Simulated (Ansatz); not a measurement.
Ir: geometry relaxation (part 2 of 2)

The same run, continued: Ir (P6₃/mmc, 2 atoms in the cell); DFT, PBE, all-electron LAPW, non-relativistic, no spin polarisation (Ansatz 0.2.0); 17×17×9 k-mesh, Fermi–Dirac smearing of 0.05 eV. It belongs to a series of runs on one base structure; here: hcp relaxed, LAPW.

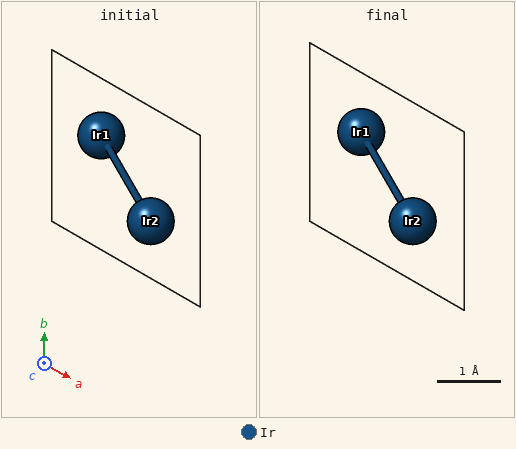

Fig. 1: Before (left) and after (right) the relaxation, at one scale (ball-and-stick view of the cell of the calculation, along the c axis). No atom moves by more than 0.005 Å relative to the cell. The volume changes by +12.1 %, with a = b 2.749 → 2.860 Å (+4.0 %), c 4.450 → 4.610 Å (+3.6 %). Among the contacts that change: Ir1–Ir1 2.749 → 2.860 Å, Ir1–Ir2 2.733 → 2.835 Å. The space group stays P6_3/mmc (No. 194). After 4 geometry steps the energy has fallen by 172 meV per atom. All forces vanish by symmetry, so only the cell relaxes. Pressure: 35.22 GPa at the start and 0.01 GPa at the end. A last SCF at the same geometry on a re-selected plane-wave basis shifts the energy by next to nothing (0.0 meV per atom). (Atoms are counted from 1 in the order of the input.)

```
basis re-selected at this cell: Δ(F+E_penalty+E_count) = -1.413e-6 eV, ΔP = -0.000 GPa vs the last step (what re-selecting the basis moved, after the strain that the cell walked since its last selection, with what the two solves' SCF thresholds leave and, on support functions, any second-order correction that the steps lacked; it is no measure of the basis error at this ecutwfc). This SCF's stress stands 2.06e-2 GPa from its target on what of the cell is left free (relax.cell.stress_tol is 5.00e-2 GPa) and its largest allowed force component is 2.72e-17 eV/Å (relax.f_tol is 5.00e-3 eV/Å): within both
SCF converged after 2 iterations
Free energy (F): -914854.554231 eV
Harris-Foulkes:  -914854.554231 eV  (|F-HF|=1.09e-8)
Internal energy: -914854.527808 eV  (E = F + TS)
E sigma→0 (E₀):  -914854.541020 eV
Entropy (-TS):   -0.026424 eV (-13.212 meV/atom)
Fermi energy:    26.927907 eV
--- Per-component energies (eV) ---
  E_band       = -11409.284881
  E_kinetic    = 914622.521829
  E_xc         = -17840.577849
  E_electrostatic = -1811636.471788  (all electrons and nuclei)
  E_smearing   = -0.026424  (= −TS)
  E_closure    = 0.000000  (closes the sum)
  E_atoms      = -914834.130995  (free atoms, spherical and without spin; not in F)
  Σ components = -914854.554231   (vs F -914854.554231, Δ=0.00e0)
  Basis errors (estimates in eV, not in F): energy 1.0e-4 per atom: plane waves 9.7e-5 (5.1e-5 summed), levels above the bands 4.6e-171, relativity 0.0e0, radial functions 7.4e-6, core shells 3.7e-8; eigenvalues (radial functions only) 4.0e-7; not estimated: angular momenta, meshes, grids; target (lapw.basis_error) 5.0e-4; muffin-tin radii Ir 1.377 Å
--- Forces (eV/Å), atoms counted from 1 ---
  atom   1  Ir    -0.00000000     0.00000000     0.00000000
  atom   2  Ir     0.00000000    -0.00000000    -0.00000000
  max |Σ_I F_I| component: 1.16e-18 eV/Å
--- Stress (GPa, compression-positive) ---
        0.019509       0.000000       0.000000
        0.000000       0.019509      -0.000000
        0.000000      -0.000000      -0.020585
  P = ⅓ Tr σ = 0.0061 GPa (0.061 kbar)
--- Band table (eV; the first three rows and the last of 165) ---
  k-point 0: bands = ["-427.7361", "-427.7361", "-427.7226", "-427.7226", "-427.7226", "-427.7226", "-260.9368", "-260.9368", "-260.9278", "-260.9278", "-260.9278", "-260.9278", "-260.9207", "-260.9207", "-260.9207", "-260.9207", "-44.6517", "-44.5307", "-39.5786", "-39.5771", "-39.5742", "-39.5742", "-39.5725", "-39.5725", "-39.5659", "-39.5659", "-39.5659", "-39.5659", "-39.5622", "-39.5621", "-39.5596", "-39.5594", "-17.1484", "-16.5377", "-16.5377", "-16.4428", "-16.4340", "-16.4340", "20.1283", "21.0549", "23.8123", "23.8617", "23.8617", "24.3760", "24.3760", "24.9385", "24.9385", "27.0435", "27.0435", "27.9759", "35.6685", "41.0563", "43.0146", "43.7046", "47.6793", "47.6793", "48.1631"]
  k-point 1: bands = ["-427.7361", "-427.7361", "-427.7226", "-427.7226", "-427.7226", "-427.7226", "-260.9368", "-260.9368", "-260.9278", "-260.9278", "-260.9278", "-260.9278", "-260.9207", "-260.9207", "-260.9207", "-260.9207", "-44.6481", "-44.5344", "-39.5786", "-39.5772", "-39.5742", "-39.5742", "-39.5726", "-39.5726", "-39.5659", "-39.5659", "-39.5659", "-39.5659", "-39.5622", "-39.5621", "-39.5596", "-39.5594", "-17.1278", "-16.5346", "-16.5346", "-16.4648", "-16.4372", "-16.4372", "20.2424", "21.0984", "23.7648", "23.8032", "23.8032", "24.3170", "24.3170", "25.0828", "25.0828", "27.0382", "27.0382", "27.5420", "36.2299", "40.8117", "43.3793", "43.4674", "46.7930", "46.7930", "49.3606"]
  k-point 2: bands = ["-427.7361", "-427.7361", "-427.7226", "-427.7226", "-427.7226", "-427.7226", "-260.9368", "-260.9368", "-260.9278", "-260.9278", "-260.9278", "-260.9278", "-260.9207", "-260.9207", "-260.9207", "-260.9207", "-44.6377", "-44.5450", "-39.5784", "-39.5773", "-39.5741", "-39.5741", "-39.5728", "-39.5728", "-39.5659", "-39.5659", "-39.5658", "-39.5658", "-39.5622", "-39.5621", "-39.5596", "-39.5595", "-17.0681", "-16.5277", "-16.5256", "-16.5256", "-16.4462", "-16.4462", "20.5645", "21.2187", "23.6499", "23.7068", "23.7068", "24.1658", "24.1658", "25.4259", "25.4259", "26.5321", "26.9964", "26.9964", "37.6116", "40.4754", "42.6814", "44.2673", "46.0941", "46.0941", "48.9208"]
  k-point 164: bands = ["-427.7361", "-427.7361", "-427.7226", "-427.7226", "-427.7226", "-427.7226", "-260.9368", "-260.9368", "-260.9278", "-260.9278", "-260.9278", "-260.9278", "-260.9207", "-260.9207", "-260.9207", "-260.9207", "-44.5115", "-44.5101", "-39.5772", "-39.5772", "-39.5744", "-39.5741", "-39.5741", "-39.5739", "-39.5657", "-39.5656", "-39.5655", "-39.5654", "-39.5620", "-39.5620", "-39.5606", "-39.5606", "-16.9958", "-16.9902", "-16.8439", "-16.8081", "-16.5736", "-16.5673", "22.0987", "22.1856", "22.7081", "22.9261", "23.8722", "23.9423", "25.0182", "25.2060", "27.0855", "27.1672", "33.9382", "33.9588", "36.2332", "36.7153", "37.1416", "37.6756", "44.9323", "45.1712", "46.3139"]
--- Relaxed structure (5 steps of the walk, 5 accepted, 1 SCFs on fresh bases) ---
  F+E_penalty+E_count = -914854.55423145 eV   max|allowed force component| = 2.718e-17 eV/Å   (the final SCF, on the basis selected at the relaxed cell)
  cell:  # Å, volume = 32.6566 Å³
    - [2.860025196528484, 1.3910757511228906e-33, -1.1472789699982602e-34]
    - [-1.430012598264242, 2.476854475657249, 3.3604560187698223e-18]
    - [1.8568592363032144e-34, 6.280258694556648e-18, 4.609994902328574]
  atoms:
    - { symbol: Ir, position: [0.33333333333333337, 0.6666666666666667, 0.25] }
    - { symbol: Ir, position: [0.6666666666666667, 0.33333333333333337, 0.75] }
--- Löwdin populations: 2 sites ---
  site symbol       q [e]
     0     Ir     76.8600
     1     Ir     76.8600
  spilling = 0.001819 (of n_electrons = 154.000000)
```

File populations.tsv
```
# site	symbol	l	j	q
# orbitals = lowdin
# n_electrons = 154.000000
# spilling = 0.001819
# projection_atom_Ir: 1s2 2s2 2p6 3s2 3p6 3d10 4s2 4p6 4d10 4f14 5s2 5p6 5d7 6s2
0	Ir	0_1S	-	2.000000
0	Ir	0_2S	-	1.999988
0	Ir	0_3S	-	1.999853
0	Ir	0_4S	-	1.998513
0	Ir	0_5S	-	1.978243
0	Ir	0_6S	-	0.816084
0	Ir	1_2P	-	6.000000
0	Ir	1_3P	-	5.999999
0	Ir	1_4P	-	5.999947
0	Ir	1_5P	-	5.993877
0	Ir	2_3D	-	10.000000
0	Ir	2_4D	-	9.999988
0	Ir	2_5D	-	8.073472
0	Ir	3_4F	-	13.999988
1	Ir	0_1S	-	2.000000
1	Ir	0_2S	-	1.999988
1	Ir	0_3S	-	1.999853
1	Ir	0_4S	-	1.998513
1	Ir	0_5S	-	1.978243
1	Ir	0_6S	-	0.816084
1	Ir	1_2P	-	6.000000
1	Ir	1_3P	-	5.999999
1	Ir	1_4P	-	5.999947
1	Ir	1_5P	-	5.993877
1	Ir	2_3D	-	10.000000
1	Ir	2_4D	-	9.999988
1	Ir	2_5D	-	8.073472
1	Ir	3_4F	-	13.999988
```

Trajectory as extended XYZ (Å, eV, eV/Å), 6 frames, from step=1 to step=6
```
2
Lattice="2.7493 0.0000 0.0000 -1.3747 2.3810 0.0000 0.0000 0.0000 4.4498" Properties=species:S:1:pos:R:3:forces:R:3 step=1 energy=-914854.20985 pressure_GPa=35.22
Ir    0.0000    1.5873    1.1124    0.0000   0.0000   0.0000
Ir    1.3747    0.7937    3.3373    0.0000   0.0000   0.0000
2
Lattice="2.8835 0.0000 0.0000 -1.4417 2.4972 0.0000 0.0000 0.0000 4.6598" Properties=species:S:1:pos:R:3:forces:R:3 step=2 energy=-914854.53760 pressure_GPa=-5.73
Ir    0.0000    1.6648    1.1650    0.0000   0.0000   0.0000
Ir    1.4417    0.8324    3.4949    0.0000   0.0000   0.0000
2
Lattice="2.8644 0.0000 0.0000 -1.4322 2.4806 0.0000 0.0000 0.0000 4.6239" Properties=species:S:1:pos:R:3:forces:R:3 step=3 energy=-914854.55335 pressure_GPa=-1.36
Ir    0.0000    1.6538    1.1560    0.0000   0.0000   0.0000
Ir    1.4322    0.8269    3.4679    0.0000   0.0000   0.0000
2
Lattice="2.8599 0.0000 0.0000 -1.4300 2.4768 0.0000 0.0000 0.0000 4.6110" Properties=species:S:1:pos:R:3:forces:R:3 step=4 energy=-914854.55423 pressure_GPa=-0.03
Ir    0.0000    1.6512    1.1527    0.0000   0.0000   0.0000
Ir    1.4300    0.8256    3.4582    0.0000   0.0000   0.0000
2
Lattice="2.8600 0.0000 0.0000 -1.4300 2.4769 0.0000 0.0000 0.0000 4.6100" Properties=species:S:1:pos:R:3:forces:R:3 step=5 energy=-914854.55423 pressure_GPa=0.01
Ir    0.0000    1.6512    1.1525    0.0000   0.0000   0.0000
Ir    1.4300    0.8256    3.4575    0.0000   0.0000   0.0000
2
Lattice="2.8600 0.0000 0.0000 -1.4300 2.4769 0.0000 0.0000 0.0000 4.6100" Properties=species:S:1:pos:R:3:forces:R:3 step=6 energy=-914854.55423 pressure_GPa=0.01
Ir    0.0000    1.6512    1.1525    0.0000   0.0000   0.0000
Ir    1.4300    0.8256    3.4575    0.0000   0.0000   0.0000
```

This output came from the following input.

Input file
```yaml
crystal:
  lattice:
    - [2.7493257706, 0.0, 0.0]
    - [-1.3746628853, 2.3809859606, 0.0]
    - [0.0, 0.0, 4.4497555383]
  atoms:
    - { symbol: Ir, position: [0.3333333333, 0.6666666667, 0.25] }
    - { symbol: Ir, position: [0.6666666667, 0.3333333333, 0.75] }
kpoints:
  mp_grid: { grid: [17, 17, 9] }
scf:
  occupations: { method: fermi_dirac, width: 0.05 }
hamiltonian:
  xc: pbe
  pseudopotentials:
    kind: all_electron
    lapw: { basis_error: 0.0005 }
    relativity: none
output:
  forces: true
  stress: true
  eigenvalues: true
  populations: true
relax:
  f_tol: 0.005
  max_steps: 25
  cell: {}
```

Command:
```bash
ansatz run input.yaml --threads 1 --pin off --max-ram 3072MiB --backend cpu --events-out ev --progress --plain --runs-dir out
```

Results in brief

- outcome: converged
- space group (tolerance 0.01 Å): P6₃/mmc (194)
- electrons in bands (core shells apart): 94
- free energy: −914854.5542 eV
- Fermi energy: 26.928 eV
- pressure: 0.01 GPa
- final volume: 32.66 Å³
- largest force (length of the vector) at the end: under 0.001 eV/Å
- final cell: a = 2.860 Å, b = 2.860 Å, c = 4.610 Å, α = 90.00°, β = 90.00°, γ = 120.00°
- hardware: 1 thread of Arm Neoverse V1, 24 GiB of memory available, shared host
- wall time: 7.9 min
- peak memory: 0.92 GiB

Notes

Spin–orbit coupling is left out, which matters for Ir.
